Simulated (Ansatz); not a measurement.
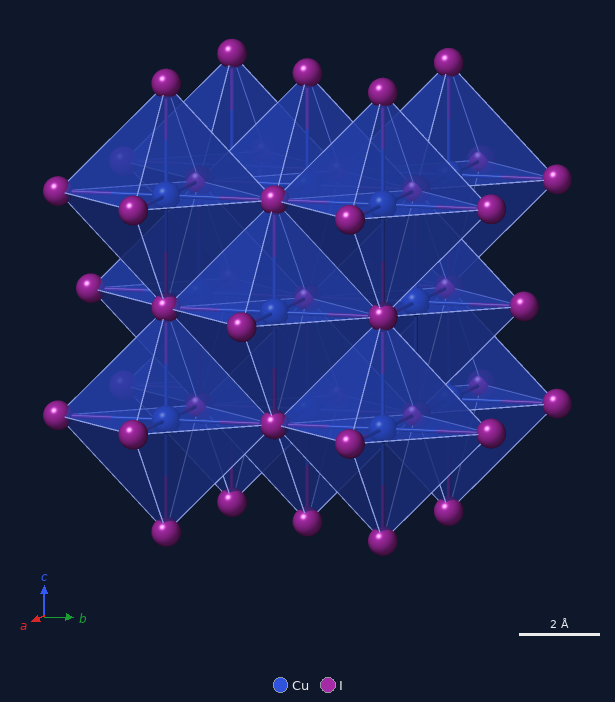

*The input geometry (polyhedral view of the cell 4 times as large as that of the calculation, set on its symmetry axes, seen slightly off an axis; polyhedra are completed across the faces of the cell).*

CuI: Wannier-function calculation (part 1 of 2)

System: CuI (Fm-3m, 2 atoms in the cell).
Method: maximally localised Wannier functions of HSE06 bands, plane waves, PAW, no spin polarisation (Ansatz 0.2.0).

The structure was built on a prototype by a generator. The geometry comes from this level: r2SCAN. It belongs to a series of runs on one base structure; here: anion s p.

Input
```yaml
crystal:
  lattice:
    - [0.0, 2.8561104037, 2.8561104037]
    - [2.8561104037, 0.0, 2.8561104037]
    - [2.8561104037, 2.8561104037, 0.0]
  atoms:
    - { symbol: Cu, position: [0.0, 0.0, 0.0] }
    - { symbol: I, position: [0.5, 0.5, 0.5] }
kpoints:
  mp_grid: { grid: [6, 6, 6] }
  band_path:
    path:
      - [0.0, 0.0, 0.0]
      - [0.5, 0.0, 0.5]
      - [0.625, 0.25, 0.625]
      - [0.375, 0.375, 0.75]
      - [0.5, 0.5, 0.5]
      - [0.5, 0.25, 0.75]
    npoints: 1
hamiltonian:
  xc: hse06
scf:
  occupations: { method: fermi_dirac, width: 0.02 }
  n_extra_bands: 6
output:
  forces: false
  stress: false
  eigenvalues: true
  wannier:
    kmesh: [6, 6, 6]
    projections: [{ species: I, l: s, shell: 5 }, { species: I, l: p, shell: 5 }]
    minimise: true
    write_hr: true
    conv_tol: 1.0e-08
    max_iter: 3000
  write_density: true
  write_potential: true
  elf: true
  volumetric_format: npy
```

File wannier.win
```
! ansatz wannier90 interface
! projections by site (counted from 0) and shell: 1 5S, 1 5P
! states of the run's bands (counted from 1): 10-10, combinations of 11-18
! their least projectability: 0.7842
num_bands = 4
num_wann  = 4
num_iter  = 2000
conv_tol = 1e-8
conv_window = 5
guiding_centres = true
write_hr = true

begin unit_cell_cart
Ang
                      0.0             2.8561104037             2.8561104037
             2.8561104037                      0.0             2.8561104037
             2.8561104037             2.8561104037                      0.0
end unit_cell_cart

begin atoms_frac
Cu                       0.0                      0.0                      0.0
I                        0.5                      0.5                      0.5
end atoms_frac

mp_grid = 6 6 6
```

Launch command:
```bash
ansatz run input.yaml --threads 4 --pin off --max-ram 3686MiB --backend cpu --events-out ev --progress --plain --runs-dir out
```

The program's output
```
scf.n_extra_bands = 6 over 18 filled bands (N_el = 36.0): the run solves 24 bands
Engine: ansatz 0.2.0, aarch64-unknown-linux-gnu
Pseudopotentials: kind: paw
Pseudopotential: Cu, paw, valence charge 19, recommended cutoff 420 eV (normal), Cu.paw.azcp
Pseudopotential: I, paw, valence charge 17, recommended cutoff 420 eV (normal), I.paw.azcp
Functional definition: HSE06
  parameter a = 0.25
  parameter omega = 0.11/bohr
  exchange = pbe_x - a*pbe_x_sr(omega) + a*exact_x_sr(omega)
  correlation = pbe_c
Crystal: 2 atoms, lattice volume = 46.597 Å³
Basis set: ecut = 420 eV, 941 PW (Γ)
Bands: 24, of which v1, the nominal top of the filled ones, is band 18 counted from 1 (17 counted from 0)
Symmetry: 48 space group operations
Space group: Fm-3m (ITA 225), of the structure as read, at distance tolerance 3.6e-5 Å
k-points: 16 of 216
Non-local potential: Cu, projectors of the file, l = 0: 3, l = 1: 2, l = 2: 3, l = 3: 1
Non-local potential: I, projectors of the file, l = 0: 2, l = 1: 2, l = 2: 2, l = 3: 2
PAW form: soft (Blöchl's): semilocal exchange-correlation on the pseudo side does not see the compensation charge
PAW frozen core: Cu, regenerated for the run's functional, and the local potential with it (the file was generated under x = pbe(κ = 0.804, μ = 0.2195149727645171), c = pbe(β = 0.06672455060314922))
PAW frozen core: I, regenerated for the run's functional, and the local potential with it (the file was generated under x = pbe(κ = 0.804, μ = 0.2195149727645171), c = pbe(β = 0.06672455060314922))
PAW one-centre angular grid: Cu, 590 points (default); XC on 64 Gauss nodes
PAW one-centre angular grid: I, 590 points (default); XC on 96 Gauss nodes
Initial density: superposition of atomic densities (neutral atoms: chi_scale 0, normalization atom), corrected by the library's trained network
Initial wavefunctions: pseudopotential atomic-orbital guess
Functional: x = pbe(κ = 0.804, μ = 0.2195149727645171), c = pbe(β = 0.06672455060314922), warm-up for x = pbe(κ = 0.804, μ = 0.2195149727645171) + 0.25 (exact − pbe) at short range (hse, ω = 0.20786987370883472 Å⁻¹), c = pbe(β = 0.06672455060314922); HSE06 as pw.x's `hse` composes it (authors' and Libxc's form: `xc: wpbeh`)
SCF iter   1: F=—  HF=-14137.897265 eV  |F-HF|=—  |Δ(HF+E_count)|=         —  Δρ=1.51e-3  dr2=1.03e-3  ethr=1.77e-3  ⟨swp⟩=11.1  Hψ=1767  notcnv=0
preconditioner: auto → none  [insulator: Δε(μ)=0.667 eV  Ē_g=10.596 eV  σ=0.020 eV  W_gap=0.63  n_scr=14 (ndim 8)  ℏωp=23.1 eV  f_vac=0.023  D(μ)=0.89/eV (n_scr^D=0)]
SCF iter   2: F=—  HF=-14137.897278 eV  |F-HF|=—  |Δ(HF+E_count)|=   1.29e-5  Δρ=9.24e-4  dr2=2.28e-4  ethr=2.85e-6  ⟨swp⟩=4.8  Hψ=1271  notcnv=0  defer=5
SCF iter   3: F=—  HF=-14137.897326 eV  |F-HF|=—  |Δ(HF+E_count)|=   4.80e-5  Δρ=9.95e-4  dr2=2.75e-4  ethr=6.33e-7  ⟨swp⟩=4.2  Hψ=994  notcnv=0  defer=2
iter 4 solved again at ethr=3.17e-8 eV; its pass at ethr=6.33e-7 eV (dr2=1.14e-5 eV) is discarded
SCF iter   4: F=—  HF=-14137.897280 eV  |F-HF|=—  |Δ(HF+E_count)|=   4.59e-5  Δρ=2.40e-4  dr2=1.14e-5  ethr=3.17e-8  ⟨swp⟩=2.2  Hψ=1446  notcnv=0
SCF iter   5: F=—  HF=-14137.897297 eV  |F-HF|=—  |Δ(HF+E_count)|=   1.72e-5  Δρ=2.54e-5  dr2=1.69e-7  ethr=3.15e-8  ⟨swp⟩=3.1  Hψ=817  notcnv=0
SCF iter   6: F=—  HF=-14137.897297 eV  |F-HF|=—  |Δ(HF+E_count)|=   2.33e-7  Δρ=3.49e-6  dr2=2.58e-9  ethr=4.70e-10  ⟨swp⟩=4.0  Hψ=868  notcnv=0
SCF iter   7: F=-14137.897297 eV  HF=-14137.897297 eV  |F-HF|=3.64e-11  |Δ(HF+E_count)|=   7.64e-9  Δρ=6.05e-7  dr2=1.18e-10  ethr=7.16e-12  ⟨swp⟩=3.9  Hψ=980  notcnv=0
SCF 1 converged in 7 iterations: F = -14137.897297 eV  dr2 = 1.18e-10
  greatest PAW one-centre occupation: 1.000 electrons in one spin orbital (limit 2), on the Cu atom at site 0 (counted from 0), in its partial waves of l = 0
Initial density: handed on by an earlier stage of this run
Initial wavefunctions: those handed on with the density
Functional: x = pbe(κ = 0.804, μ = 0.2195149727645171) + 0.25 (exact − pbe) at short range (hse, ω = 0.20786987370883472 Å⁻¹), c = pbe(β = 0.06672455060314922); HSE06 as pw.x's `hse` composes it (authors' and Libxc's form: `xc: wpbeh`)
Exchange kernel: α = 0.2500, screened, ω = 0.2079 Å⁻¹, Wigner–Seitz truncation, v(0) = 1046.6738 eV·Å³, q-mesh 6×6×6, nearest image of the exchange supercell L = 24.23 Å, pair-density grid 15×15×15, without the augmentation charges, whose exchange is taken in its separable form by FFT convolution over the k-point mesh (sized by the pseudopotential files, 24×24×24 at the most), smooth part of the exact exchange by density-matrix convolution
Frozen-core exchange: fock
iter 1 solved again at ethr=1.09e-3 eV; its pass at ethr=1.00e-1 eV (dr2=3.93e-1 eV) is discarded
SCF iter   1: F=—  HF=-14142.061151 eV  |F-HF|=—  |Δ(HF+E_count)|=         —  Δρ=3.83e-2  dr2=4.41e-1  ethr=1.09e-3  ⟨swp⟩=2.8  Hψ=1553  notcnv=0
preconditioner: auto → none  [insulator: Δε(μ)=1.005 eV  Ē_g=12.877 eV  σ=0.020 eV  W_gap=1.00  n_scr=14 (ndim 8)  ℏωp=23.1 eV  f_vac=0.023  D(μ)=0.00/eV (n_scr^D=0)]
SCF iter   2: F=—  HF=-14142.057276 eV  |F-HF|=—  |Δ(HF+E_count)|=   3.87e-3  Δρ=2.84e-2  dr2=2.69e-1  ethr=1.09e-3  ⟨swp⟩=4.0  Hψ=1115  notcnv=0
SCF iter   3: F=—  HF=-14141.966738 eV  |F-HF|=—  |Δ(HF+E_count)|=   9.05e-2  Δρ=7.23e-3  dr2=1.80e-2  ethr=6.35e-4  ⟨swp⟩=4.0  Hψ=1023  notcnv=0
SCF iter   4: F=—  HF=-14141.986507 eV  |F-HF|=—  |Δ(HF+E_count)|=   1.98e-2  Δρ=2.92e-3  dr2=3.10e-3  ethr=4.05e-5  ⟨swp⟩=3.8  Hψ=933  notcnv=0  defer=1
SCF iter   5: F=—  HF=-14141.985929 eV  |F-HF|=—  |Δ(HF+E_count)|=   5.79e-4  Δρ=2.24e-4  dr2=7.34e-5  ethr=6.63e-6  ⟨swp⟩=3.1  Hψ=883  notcnv=0
SCF iter   6: F=—  HF=-14141.986314 eV  |F-HF|=—  |Δ(HF+E_count)|=   3.86e-4  Δρ=2.32e-4  dr2=3.35e-5  ethr=7.11e-8  ⟨swp⟩=4.1  Hψ=1187  notcnv=0  defer=1
SCF iter   7: F=-14141.986302 eV  HF=-14141.986303 eV  |F-HF|=1.02e-6  |Δ(HF+E_count)|=   1.14e-5  Δρ=4.65e-5  dr2=2.67e-6  ethr=7.11e-8  ⟨swp⟩=3.2  Hψ=761  notcnv=0
SCF 2 stopped early in 7 iterations: F = -14141.986302 eV  dr2 = 2.67e-6
  greatest PAW one-centre occupation: 1.001 electrons in one spin orbital (limit 2), on the Cu atom at site 0 (counted from 0), in its partial waves of l = 1
hybrid outer 1: dexx = +2.440e-2 eV, tail = 1.31e-4 eV
Exchange kernel: α = 0.2500, screened, ω = 0.2079 Å⁻¹, Wigner–Seitz truncation, v(0) = 1046.6738 eV·Å³, q-mesh 6×6×6, nearest image of the exchange supercell L = 24.23 Å, pair-density grid 15×15×15, without the augmentation charges, whose exchange is taken in its separable form by FFT convolution over the k-point mesh (sized by the pseudopotential files, 24×24×24 at the most), smooth part of the exact exchange by density-matrix convolution
Frozen-core exchange: fock
SCF iter   1: F=—  HF=-14141.985871 eV  |F-HF|=—  |Δ(HF+E_count)|=         —  Δρ=1.70e-4  dr2=8.50e-6  ethr=1.82e-6  ⟨swp⟩=3.6  Hψ=846  notcnv=0
preconditioner: auto → none  [insulator: Δε(μ)=0.930 eV  Ē_g=12.497 eV  σ=0.020 eV  W_gap=1.00  n_scr=14 (ndim 8)  ℏωp=23.1 eV  f_vac=0.023  D(μ)=0.00/eV (n_scr^D=0)]
iter 2 solved again at ethr=2.93e-10 eV; its pass at ethr=1.93e-8 eV (dr2=1.05e-7 eV) is discarded
SCF iter   2: F=—  HF=-14141.985871 eV  |F-HF|=—  |Δ(HF+E_count)|=   2.11e-7  Δρ=2.27e-5  dr2=1.77e-7  ethr=2.93e-10  ⟨swp⟩=3.6  Hψ=1782  notcnv=0  defer=1
SCF iter   3: F=-14141.985871 eV  HF=-14141.985872 eV  |F-HF|=6.14e-8  |Δ(HF+E_count)|=   5.05e-7  Δρ=1.05e-5  dr2=7.79e-8  ethr=2.93e-10  ⟨swp⟩=4.0  Hψ=1020  notcnv=0  defer=2
SCF 3 converged in 3 iterations: F = -14141.985871 eV  dr2 = 7.79e-8
```

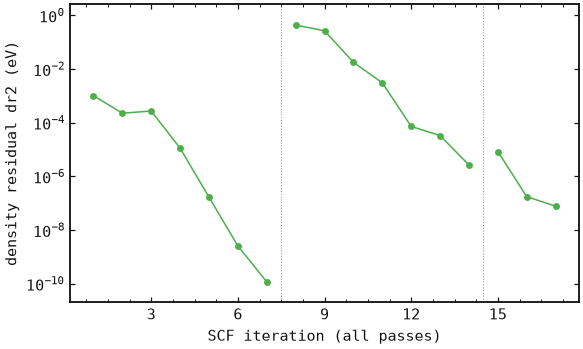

*Convergence of the self-consistent field: density residual dr2 against the SCF iteration. The run starts with a semilocal functional; after that each stretch between dotted lines is one SCF of the hybrid functional between two exact rebuilds of the exchange operator by the outer loop. Early passes are stopped at a loose threshold.*

The passes take 7, 7 and 3 iterations.

```
hybrid outer 2: dexx = +6.614e-7 eV, tail = 3.35e-7 eV, Δε = 9.67e-3 eV (about 8.30e-4 eV left of the loop's levels)
NSCF: frozen V_eff on 6 k-points
NSCF: frozen V_eff on 19 k-points
the Wannier pass solved 19 of the 216 points of its mesh, and has the states at the others by symmetry: states obtained by the crystal's operations at points that were solved too leave a residual of 2.59e-13 eV (read by the count's bands and the next), within 4.17e-6 eV
hybrid SCF converged: 2 outer / 10 inner (+7 warm-up), last move |dexx| = 6.61e-7 eV, tail = 3.35e-7 eV
Stability not checked: this state was not tested for a lower state beside it, because the functional holds exact exchange (a hybrid, or Hartree-Fock), whose exchange loop this test does not read (fock_operator; see scf.lower_state_search)
Free energy (F): -14141.985872 eV
Frozen-core exchange: fock
Harris-Foulkes:  -14141.985872 eV  (|F-HF|=6.14e-8)
Internal energy: -14141.985872 eV  (E = F + TS)
E sigma→0 (E₀):  -14141.985872 eV
Fermi energy:    10.253668 eV
--- Per-component energies (eV) ---
  E_band       = -866.058508
  E_kinetic    = 490.569089
  E_local      = -6768.363569  (includes V_loc(G=0)·N_el)
  E_nonlocal   = 328.377056
  E_hartree    = 3174.927607
  E_xc         = -172.720699
  E_vxc        = -191.837819  (∫ρ·V_xc dr)
  E_exx        = -159.899490  (= α·E_x^exact, valence–valence)
  E_paw        = -6390.728647  (= ΣΔE_a)
  E_vpaw       = -754.848066  (= ΣTr[D̂ρ^β])
  E_aug_tail   = 0.000293  (compensation charges beyond the density's cutoff)
  E_ewald      = -4643.564726
  E_core_change = -0.582787  (= ΣΔE_core)
  E_smearing   = -0.000000  (= −TS)
  E_closure    = 0.000000  (closes the sum)
  Σ components = -14141.985872   (vs F -14141.985872, Δ=-1.82e-12)
--- Band table (eV; the first three rows and the last of 16) ---
  k-point 0: bands = ["-106.7551", "-62.6336", "-62.6336", "-62.6336", "-37.9310", "-37.9310", "-37.9266", "-37.9266", "-37.9266", "-5.3118", "7.1083", "7.1083", "7.1821", "7.1821", "7.1821", "8.2931", "8.2931", "8.2931", "12.2514", "18.5500", "18.5500", "18.5500", "20.1384", "20.2935"]
```
